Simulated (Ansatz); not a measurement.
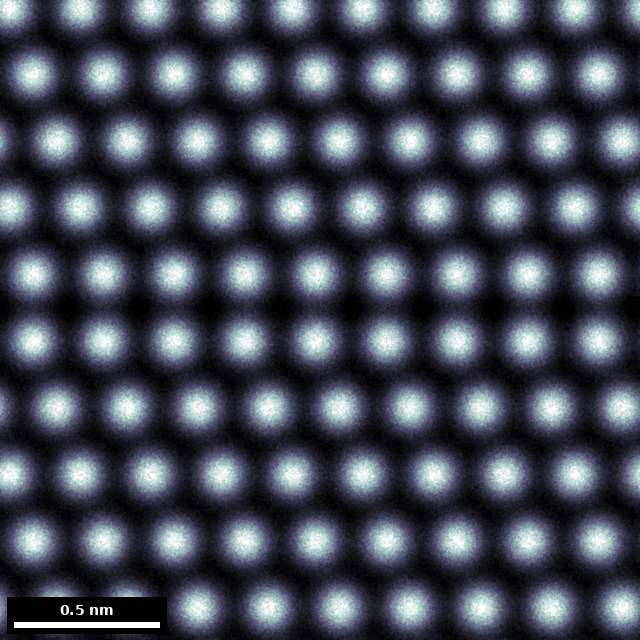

Z-contrast image of Mo (Fm-3m, No. 225) along [110]. Simulated incoherent Z contrast: every atom adds Z^1.6 spread by a probe of 1.30 Å full width; channelling and multiple scattering are left out. Shot noise was added.

One planar defect was built into the perfect crystal by geometry alone, without relaxation. Host structure: the geometry given to an electronic-structure calculation, possibly off equilibrium; the starting structure was generated, so it need not be a known form of this composition.

> Where does the periodic pattern break, and how?

A planar fault (a stacking fault) runs horizontally about 11 Å below the top edge. The part above it is shifted along the boundary by 1/3 of the 2.43 Å repeat of the rows (0.8 Å to the right, the same as 1.6 Å to the left); both parts keep the same orientation.
